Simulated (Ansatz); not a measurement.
## Geometry relaxation, with input and output: Fe7Co (part 2 of 3)

The same run, continued: Fe7Co (8 atoms in the cell); DFT r2SCAN, scalar-relativistic, plane waves, PAW, spin-polarised (Ansatz 0.2.0); cutoff 500 eV, 10×10×10 k-mesh, Gaussian smearing of 0.1 eV, collinear spins. The structure derives from a Materials Project entry.

Geometry of the input (Å; fractional positions):
```
-2.8431  2.8431  2.8431
2.8431  -2.8431  2.8431
2.8431  2.8431  -2.8431
Fe 0.0000  0.5000  0.5000
Fe 0.5000  0.5000  0.0000
Fe 0.5000  0.0000  0.5000
Fe -0.0000  -0.0000  0.5000
Fe 0.0000  0.5000  -0.0000
Fe 0.5000  0.0000  0.0000
Fe 0.5000  0.5000  0.5000
Co 0.0000  0.0000  0.0000
```

Output, continued:
```
Crystal: 8 atoms, lattice volume = 92.652 Å³
Basis set: ecut = 500 eV, 2347 PW (Γ), exchange–correlation on 144×144×144 points (64 copies of the dense FFT grid, shifted against one another)
iter 1 solved again at ethr=3.78e-7 eV; its pass at ethr=3.10e-3 eV (dr2=4.87e-4 eV) is discarded
SCF iter   1: F=—  HF=-36533.296655 eV  |F-HF|=—  |Δ(HF+E_count)|=         —  Δρ=7.03e-4 (↑7.03e-4 ↓3.10e-4)  dr2=5.43e-4  dr2_τ=2.38e-4  dr2_m=6.18e-5  M=20.200 μB ∫|m|=22.801 μB  β_m=1.00  ethr=3.78e-7  ⟨swp⟩=2.1  Hψ=31474  notcnv=0
preconditioner: auto → Kerker (q_TF=auto, 1.966 Å⁻¹)  [metal: Δε(μ)=0.019 eV  Ē_g=9.479 eV  σ=0.100 eV  W_gap=0.11  n_scr=12 (ndim 8)  ℏωp=31.1 eV  f_vac=0.000  D(μ)=5.29/eV (n_scr^D=54)]
spin=Collinear: Kerker preconditioning applied to the charge; magnetization (m = ρ↑ − ρ↓) channel mixes plain (no charge-response kernel on spin).
SCF iter   2: F=—  HF=-36533.297347 eV  |F-HF|=—  |Δ(HF+E_count)|=   6.92e-4  Δρ=1.68e-4 (↑1.20e-4 ↓1.68e-4)  dr2=1.66e-5  dr2_τ=3.18e-6  dr2_m=1.28e-5  M=20.199 μB ∫|m|=22.795 μB  β_m=1.00  ethr=3.78e-7  ⟨swp⟩=2.3  Hψ=14525  notcnv=0  κ⁻¹=1.0e0(r=1)
SCF iter   3: F=—  HF=-36533.297383 eV  |F-HF|=—  |Δ(HF+E_count)|=   3.66e-5  Δρ=5.75e-5 (↑5.75e-5 ↓4.82e-5)  dr2=3.56e-6  dr2_τ=1.29e-7  dr2_m=2.37e-7  M=20.200 μB ∫|m|=22.794 μB  β_m=1.00  ethr=1.28e-8  ⟨swp⟩=2.0  Hψ=13573  notcnv=0  κ⁻¹=2.4e-2(r=2)
SCF iter   4: F=—  HF=-36533.297419 eV  |F-HF|=—  |Δ(HF+E_count)|=   3.55e-5  Δρ=4.35e-5 (↑3.71e-5 ↓4.35e-5)  dr2=1.68e-6  dr2_τ=5.53e-8  dr2_m=2.30e-8  M=20.200 μB ∫|m|=22.794 μB  β_m=1.00  ethr=2.76e-9  ⟨swp⟩=2.0  Hψ=13078  notcnv=0  κ⁻¹=6.0e-4(r=3)
SCF iter   5: F=—  HF=-36533.297454 eV  |F-HF|=—  |Δ(HF+E_count)|=   3.53e-5  Δρ=3.14e-5 (↑3.14e-5 ↓2.93e-5)  dr2=1.64e-6  dr2_τ=1.22e-8  dr2_m=5.84e-9  M=20.201 μB ∫|m|=22.794 μB  β_m=1.00  ethr=1.31e-9  ⟨swp⟩=2.0  Hψ=14730  notcnv=0  κ⁻¹=6.9e-5(r=4)
SCF iter   6: F=—  HF=-36533.297472 eV  |F-HF|=—  |Δ(HF+E_count)|=   1.76e-5  Δρ=2.42e-5 (↑2.42e-5 ↓1.77e-5)  dr2=9.29e-7  dr2_τ=5.20e-9  dr2_m=1.50e-8  M=20.202 μB ∫|m|=22.795 μB  β_m=1.00  ethr=1.27e-9  ⟨swp⟩=2.1  Hψ=12113  notcnv=0  κ⁻¹=1.4e-5(r=5)
SCF iter   7: F=—  HF=-36533.297492 eV  |F-HF|=—  |Δ(HF+E_count)|=   2.04e-5  Δρ=4.35e-6 (↑2.72e-6 ↓4.35e-6)  dr2=3.55e-8  dr2_τ=4.06e-10  dr2_m=1.92e-9  M=20.202 μB ∫|m|=22.795 μB  β_m=1.00  ethr=7.20e-10  ⟨swp⟩=2.0  Hψ=14765  notcnv=0  κ⁻¹=1.2e-6(r=6)
SCF iter   8: F=—  HF=-36533.297493 eV  |F-HF|=—  |Δ(HF+E_count)|=   1.40e-6  Δρ=3.46e-6 (↑2.17e-6 ↓3.46e-6)  dr2=2.23e-8  dr2_τ=2.05e-10  dr2_m=9.76e-10  M=20.203 μB ∫|m|=22.795 μB  β_m=1.00  ethr=2.76e-11  ⟨swp⟩=2.1  Hψ=14699  notcnv=0  κ⁻¹=1.0e-6(r=7)
SCF iter   9: F=-36533.297496 eV  HF=-36533.297496 eV  |F-HF|=1.23e-7  |Δ(HF+E_count)|=   2.42e-6  Δρ=7.68e-6 (↑4.86e-6 ↓7.68e-6)  dr2=1.21e-7  dr2_τ=3.26e-10  dr2_m=3.73e-9  M=20.203 μB ∫|m|=22.796 μB  ethr=1.73e-11  ⟨swp⟩=6.2  Hψ=54062  notcnv=0
SCF 3 converged in 9 iterations: F = -36533.297496 eV  dr2 = 1.21e-7
relax step   3: F+E_penalty+E_count = -36533.29749572 eV  Δ(F+E_penalty+E_count) = -9.943e-5 eV  max|allowed force component| = 4.655e-29 eV/Å  Δτ_max = 0.0000 Å  P = +0.005 GPa  Ω = 92.652 Å³  energy of the carried Pulay correction = -9.329e-4 eV  (9 SCF iters, dr2 threshold 7.28e-7 eV, accepted)
Basis set: ecut = 500 eV, 2347 PW (Γ), exchange–correlation on 160×160×160 points (64 copies of the dense FFT grid, shifted against one another)
Initial wavefunctions: pseudopotential atomic-orbital guess (no wavefunctions were taken with the density)
iter 1 solved again at ethr=1.48e-8 eV; its pass at ethr=3.10e-3 eV (dr2=1.91e-5 eV) is discarded
SCF iter   1: F=—  HF=-36533.298410 eV  |F-HF|=—  |Δ(HF+E_count)|=         —  Δρ=7.05e-5 (↑7.05e-5 ↓4.40e-5)  dr2=4.09e-6  dr2_τ=5.24e-8  dr2_m=2.52e-7  M=20.203 μB ∫|m|=22.791 μB  β_m=1.00  ethr=1.48e-8  ⟨swp⟩=4.4  Hψ=62157  notcnv=0  defer=5
preconditioner: auto → Kerker (q_TF=auto, 1.966 Å⁻¹)  [metal: Δε(μ)=0.018 eV  Ē_g=9.479 eV  σ=0.100 eV  W_gap=0.10  n_scr=12 (ndim 8)  ℏωp=31.1 eV  f_vac=0.000  D(μ)=5.30/eV (n_scr^D=54)]
spin=Collinear: Kerker preconditioning applied to the charge; magnetization (m = ρ↑ − ρ↓) channel mixes plain (no charge-response kernel on spin).
SCF iter   2: F=—  HF=-36533.298421 eV  |F-HF|=—  |Δ(HF+E_count)|=   1.06e-5  Δρ=3.04e-5 (↑2.67e-5 ↓3.04e-5)  dr2=3.05e-7  dr2_τ=2.34e-7  dr2_m=2.48e-8  M=20.203 μB ∫|m|=22.791 μB  β_m=1.00  ethr=3.17e-9  ⟨swp⟩=2.0  Hψ=11418  notcnv=0  κ⁻¹=1.0e0(r=1)
SCF iter   3: F=—  HF=-36536.878479 eV  |F-HF|=—  |Δ(HF+E_count)|=         —  Δρ=1.71e-1 (↑1.71e-1 ↓1.70e-1)  dr2=7.26e-2  dr2_τ=2.38e-1  dr2_m=2.46e1  M=16.738 μB ∫|m|=21.497 μB  β_m=1.00  ethr=2.37e-10  ⟨swp⟩=2.1  Hψ=13604  notcnv=0
Mixer restart at iter 3: flushing history
SCF iter   4: F=—  HF=-36531.699769 eV  |F-HF|=—  |Δ(HF+E_count)|=    5.18e0  Δρ=1.88e-2 (↑1.41e-2 ↓1.88e-2)  dr2=1.64e-2  dr2_τ=2.33e-3  dr2_m=2.29e-1  M=16.568 μB ∫|m|=21.600 μB  β_m=1.00  ethr=3.88e-5  ⟨swp⟩=3.9  Hψ=25964  notcnv=0  defer=28
SCF iter   5: F=—  HF=-36531.691695 eV  |F-HF|=—  |Δ(HF+E_count)|=   8.07e-3  Δρ=3.61e-3 (↑2.92e-3 ↓3.61e-3)  dr2=6.39e-3  dr2_τ=3.28e-4  dr2_m=8.02e-3  M=16.531 μB ∫|m|=21.597 μB  β_m=1.00  ethr=1.27e-5  ⟨swp⟩=2.0  Hψ=16127  notcnv=0  defer=464  κ⁻¹=1.0e0(r=1)
SCF iter   6: F=—  HF=-36531.699292 eV  |F-HF|=—  |Δ(HF+E_count)|=   7.60e-3  Δρ=1.53e-3 (↑1.53e-3 ↓1.31e-3)  dr2=5.07e-3  dr2_τ=2.04e-5  dr2_m=1.00e-3  M=16.506 μB ∫|m|=21.604 μB  β_m=1.00  ethr=4.95e-6  ⟨swp⟩=2.0  Hψ=13557  notcnv=0  defer=569  κ⁻¹=4.1e-3(r=2)
SCF iter   7: F=—  HF=-36531.711063 eV  |F-HF|=—  |Δ(HF+E_count)|=   1.18e-2  Δρ=1.08e-3 (↑1.08e-3 ↓7.80e-4)  dr2=3.26e-3  dr2_τ=9.52e-6  dr2_m=3.03e-4  M=16.483 μB ∫|m|=21.619 μB  β_m=1.00  ethr=3.93e-6  ⟨swp⟩=2.0  Hψ=14827  notcnv=0  defer=641  κ⁻¹=1.1e-3(r=3)
SCF iter   8: F=—  HF=-36531.719935 eV  |F-HF|=—  |Δ(HF+E_count)|=         —  Δρ=4.96e-4 (↑4.77e-4 ↓4.96e-4)  dr2=4.05e-4  dr2_τ=4.43e-6  dr2_m=9.19e-5  M=16.438 μB ∫|m|=21.664 μB  ethr=2.53e-6  ⟨swp⟩=2.1  Hψ=15744  notcnv=0  defer=1126
Mixer restart at iter 8: flushing history
SCF iter   9: F=—  HF=-36533.298425 eV  |F-HF|=—  |Δ(HF+E_count)|=         —  Δρ=1.88e-5 (↑1.88e-5 ↓1.85e-5)  dr2=1.52e-7  dr2_τ=8.45e-8  dr2_m=1.03e-8  M=20.203 μB ∫|m|=22.791 μB  β_m=1.00  ethr=2.37e-10  ⟨swp⟩=3.0  Hψ=21551  notcnv=0  defer=4
SCF iter  10: F=—  HF=-36533.298427 eV  |F-HF|=—  |Δ(HF+E_count)|=   1.86e-6  Δρ=1.26e-5 (↑1.26e-5 ↓1.24e-5)  dr2=3.57e-8  dr2_τ=4.27e-8  dr2_m=2.32e-9  M=20.203 μB ∫|m|=22.791 μB  β_m=1.00  ethr=1.18e-10  ⟨swp⟩=2.3  Hψ=12636  notcnv=0  defer=5  κ⁻¹=1.0e0(r=1)
SCF iter  11: F=—  HF=-36533.298428 eV  |F-HF|=—  |Δ(HF+E_count)|=   1.11e-6  Δρ=8.42e-6 (↑8.42e-6 ↓8.30e-6)  dr2=1.10e-8  dr2_τ=1.98e-8  dr2_m=9.20e-10  M=20.203 μB ∫|m|=22.791 μB  β_m=1.00  ethr=2.77e-11  ⟨swp⟩=2.1  Hψ=12547  notcnv=0  defer=5  κ⁻¹=1.4e-1(r=2)
SCF iter  12: F=—  HF=-36533.298429 eV  |F-HF|=—  |Δ(HF+E_count)|=   8.42e-7  Δρ=4.91e-6 (↑4.60e-6 ↓4.91e-6)  dr2=1.28e-8  dr2_τ=5.57e-9  dr2_m=5.21e-10  M=20.203 μB ∫|m|=22.791 μB  β_m=1.00  ethr=8.49e-12  ⟨swp⟩=2.0  Hψ=14194  notcnv=0  defer=5  κ⁻¹=2.8e-3(r=3)
SCF iter  13: F=—  HF=-36533.298429 eV  |F-HF|=—  |Δ(HF+E_count)|=   3.23e-7  Δρ=3.84e-6 (↑3.43e-6 ↓3.84e-6)  dr2=1.05e-8  dr2_τ=2.98e-9  dr2_m=5.44e-10  M=20.203 μB ∫|m|=22.791 μB  β_m=1.00  ethr=8.49e-12  ⟨swp⟩=2.0  Hψ=13825  notcnv=0  defer=5  κ⁻¹=2.0e-3(r=4)
SCF iter  14: F=—  HF=-36533.298430 eV  |F-HF|=—  |Δ(HF+E_count)|=   3.86e-7  Δρ=2.07e-6 (↑8.70e-7 ↓2.07e-6)  dr2=3.40e-9  dr2_τ=5.90e-11  dr2_m=6.14e-10  M=20.203 μB ∫|m|=22.791 μB  β_m=1.00  ethr=8.13e-12  ⟨swp⟩=2.8  Hψ=15493  notcnv=0  defer=5  κ⁻¹=4.2e-4(r=5)
SCF iter  15: F=—  HF=-36533.298430 eV  |F-HF|=—  |Δ(HF+E_count)|=   1.83e-9  Δρ=8.92e-7 (↑6.49e-7 ↓8.92e-7)  dr2=8.17e-10  dr2_τ=1.92e-11  dr2_m=5.66e-11  M=20.203 μB ∫|m|=22.791 μB  β_m=1.00  ethr=2.64e-12  ⟨swp⟩=2.0  Hψ=14283  notcnv=0  defer=5  κ⁻¹=1.4e-4(r=6)
SCF iter  16: F=—  HF=-36533.298430 eV  |F-HF|=—  |Δ(HF+E_count)|=   3.88e-9  Δρ=2.27e-7 (↑1.91e-7 ↓2.27e-7)  dr2=7.04e-11  dr2_τ=2.37e-12  dr2_m=1.12e-12  M=20.203 μB ∫|m|=22.791 μB  β_m=1.00  ethr=1.00e-12  ⟨swp⟩=2.0  Hψ=14737  notcnv=0  defer=5  κ⁻¹=5.3e-5(r=7)
SCF iter  17: F=—  HF=-36533.298430 eV  |F-HF|=—  |Δ(HF+E_count)|=  1.82e-10  Δρ=9.28e-8 (↑8.84e-8 ↓9.28e-8)  dr2=9.81e-12  dr2_τ=5.55e-13  dr2_m=1.35e-12  M=20.203 μB ∫|m|=22.791 μB  β_m=1.00  ethr=1.00e-12  ⟨swp⟩=1.5  Hψ=10526  notcnv=0  defer=5  κ⁻¹=3.7e-5(r=8)
SCF iter  18: F=—  HF=-36533.298430 eV  |F-HF|=—  |Δ(HF+E_count)|=  1.96e-10  Δρ=6.20e-8 (↑5.94e-8 ↓6.20e-8)  dr2=4.69e-12  dr2_τ=2.49e-13  dr2_m=2.58e-13  M=20.203 μB ∫|m|=22.791 μB  β_m=1.00  ethr=1.00e-12  ⟨swp⟩=1.0  Hψ=8648  notcnv=0  defer=5  κ⁻¹=2.0e-5(r=8)
SCF iter  19: F=—  HF=-36533.298430 eV  |F-HF|=—  |Δ(HF+E_count)|=  8.73e-11  Δρ=2.69e-8 (↑2.45e-8 ↓2.69e-8)  dr2=2.00e-12  dr2_τ=2.24e-14  dr2_m=4.64e-14  M=20.203 μB ∫|m|=22.791 μB  β_m=1.00  ethr=1.00e-12  ⟨swp⟩=1.0  Hψ=8648  notcnv=0  defer=5  κ⁻¹=9.4e-6(r=8)
SCF iter  20: F=—  HF=-36533.298430 eV  |F-HF|=—  |Δ(HF+E_count)|=  7.28e-12  Δρ=2.76e-8 (↑2.28e-8 ↓2.76e-8)  dr2=1.85e-12  dr2_τ=2.51e-14  dr2_m=5.08e-14  M=20.203 μB ∫|m|=22.791 μB  β_m=1.00  ethr=1.00e-12  ⟨swp⟩=1.0  Hψ=8648  notcnv=0  defer=5  κ⁻¹=3.5e-7(r=8)
SCF iter  21: F=—  HF=-36533.298430 eV  |F-HF|=—  |Δ(HF+E_count)|=  7.28e-12  Δρ=2.12e-8 (↑2.12e-8 ↓1.87e-8)  dr2=1.42e-12  dr2_τ=9.33e-15  dr2_m=4.44e-14  M=20.203 μB ∫|m|=22.791 μB  β_m=1.00  ethr=1.00e-12  ⟨swp⟩=1.0  Hψ=8648  notcnv=0  defer=5  κ⁻¹=1.0e-6(r=8)
SCF iter  22: F=-36533.298430 eV  HF=-36533.298430 eV  |F-HF|=2.91e-11  |Δ(HF+E_count)|=  1.46e-11  Δρ=1.11e-7 (↑4.38e-8 ↓1.11e-7)  dr2=2.48e-11  dr2_τ=1.12e-13  dr2_m=1.34e-12  M=20.203 μB ∫|m|=22.791 μB  ethr=1.00e-12  ⟨swp⟩=6.7  Hψ=39824  notcnv=0
SCF 4 converged in 22 iterations: F = -36533.298430 eV  dr2 = 2.48e-11
relax step   4: F+E_penalty+E_count = -36533.29842986 eV  Δ(F+E_penalty+E_count) = -9.341e-4 eV  max|allowed force component| = 4.662e-29 eV/Å  Δτ_max = 0.0000 Å  P = +0.013 GPa  Ω = 92.652 Å³  stress off target by 1.31e-2 GPa  SCF on the basis re-selected at this cell (its energy is not comparable with the rows above)  (22 SCF iters)
```

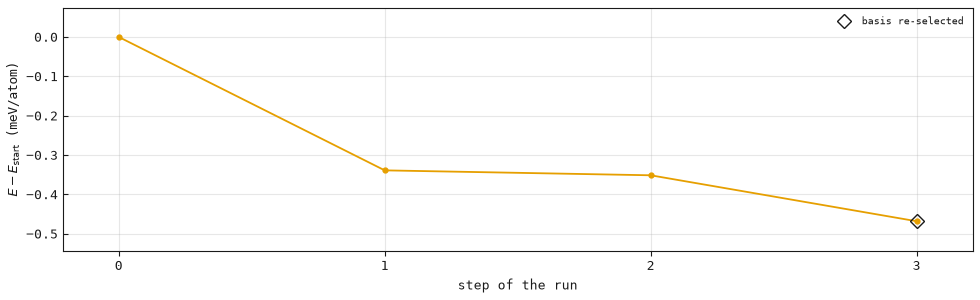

Progress of the relaxation, step by step (the first geometry is step 0 here and step 1 in the log). After 2 geometry steps the energy has fallen by 0.4 meV per atom. All forces vanish by symmetry, so only the cell relaxes. The pressure goes from 1.65 to 0.01 GPa. The atoms keep their places relative to the cell (all moves are under 0.005 Å). The volume changes by +0.8 %, with a = b = c 4.924 → 4.937 Å (+0.3 %). Among the contacts that change: Fe4–Co8 2.462 → 2.469 Å, Fe1–Fe4 2.462 → 2.469 Å. The space group stays Im-3m (No. 229). A last SCF at the same geometry on a re-selected plane-wave basis shifts the energy by −0.1 meV per atom. (Atoms are counted from 1 in the order of the input.)

```
basis re-selected at this cell: Δ(F+E_penalty+E_count) = -9.341e-4 eV, ΔP = +0.008 GPa vs the last step (what re-selecting the basis moved, of the pressure what is left beyond the Pulay correction that the steps carried, after the strain that the cell walked since its last selection, with what the two solves' SCF thresholds leave and, on support functions, any second-order correction that the steps lacked; it is no measure of the basis error at this ecutwfc). The dense FFT grid was sized anew with the basis: this SCF ran on 40×40×40 points, the steps before it on 36×36×36, so part of this shift can come from that change (see relax.cell in the input reference). This SCF's stress stands 1.31e-2 GPa from its target on what of the cell is left free (relax.cell.stress_tol is 5.00e-2 GPa) and its largest allowed force component is 4.66e-29 eV/Å (relax.f_tol is 5.00e-3 eV/Å): within both
SCF converged after 22 iterations
Stability not checked: this state was not tested for a lower state beside it, because the mixer in use, unlike msr1, does not test its closes by its own steps (another_mixer; see scf.mixing.algorithm and scf.lower_state_search)
Magnetization: 20.2031 μB (74.6015 up, 54.3985 down)
Absolute magnetization: 22.7987 μB (∫|ρ↑−ρ↓|, with the PAW one-centre terms)
Spin contamination: 0.9309 ħ² per cell (⟨S²⟩ above its minimum at these occupations)
Per-site moments (μB) at R_I (Å): [(2.7345295455626806, 1.018323837902866), (2.734529545562682, 1.018323837902866), (2.734529545562681, 1.018323837902866), (2.819965477887704, 1.018323837902866), (2.819965477887705, 1.018323837902866), (2.819965477887706, 1.018323837902866), (2.8199654778877044, 1.018323837902866), (1.9292589220494618, 1.018323837902866)]
Free energy (F): -36533.298430 eV
Harris-Foulkes:  -36533.298430 eV  (|F-HF|=2.91e-11)
Internal energy: -36533.271926 eV  (E = F + TS)
E sigma→0 (E₀):  -36533.285178 eV
Entropy (-TS):   -0.026504 eV (-3.313 meV/atom)
Fermi energy:    17.969223 eV
--- Per-component energies (eV) ---
  E_band       = -1968.988461
  E_kinetic    = 2895.804678
  E_local      = -17570.420997  (includes V_loc(G=0)·N_el)
  E_nonlocal   = 2017.753327
  E_hartree    = 7376.357900
  E_xc         = -948.446017
  E_vxc        = -1404.025235  (∫ρ·V_xc dr)
  E_paw        = -11178.468809  (= ΣΔE_a)
  E_vpaw       = -2760.125333  (= ΣTr[D̂ρ^β])
  E_aug_tail   = 0.001845  (compensation charges beyond the density's cutoff)
  E_vtau       = 99.307614  (kinetic-family band-sum trace: ∫τ·v_τ [+ j·A + Jᵃ·Aᵃ] dr)
  E_ewald      = -19123.532322
  E_core_change = -2.321531  (= ΣΔE_core)
  E_smearing   = -0.026504  (= −TS)
  E_closure    = 0.000000  (closes the sum)
  Σ components = -36533.298430   (vs F -36533.298430, Δ=0.00e0)
--- Forces (eV/Å), atoms counted from 1 ---
  atom   1  Fe     0.00000000    -0.00000000     0.00000000
  atom   2  Fe     0.00000000     0.00000000    -0.00000000
  atom   3  Fe     0.00000000     0.00000000     0.00000000
  atom   4  Fe     0.00000000     0.00000000    -0.00000000
  atom   5  Fe     0.00000000    -0.00000000    -0.00000000
  atom   6  Fe     0.00000000    -0.00000000     0.00000000
  atom   7  Fe     0.00000000     0.00000000     0.00000000
  atom   8  Co    -0.00000000     0.00000000     0.00000000
  max |Σ_I F_I| component: 2.47e-28 eV/Å
--- Stress (GPa, compression-positive) ---
        0.013141       0.000000       0.000000
       -0.000000       0.013141       0.000000
       -0.000000      -0.000000       0.013141
  P = ⅓ Tr σ = 0.0131 GPa (0.131 kbar)
--- Band table (eV; the first three rows and the last of 94) ---
```
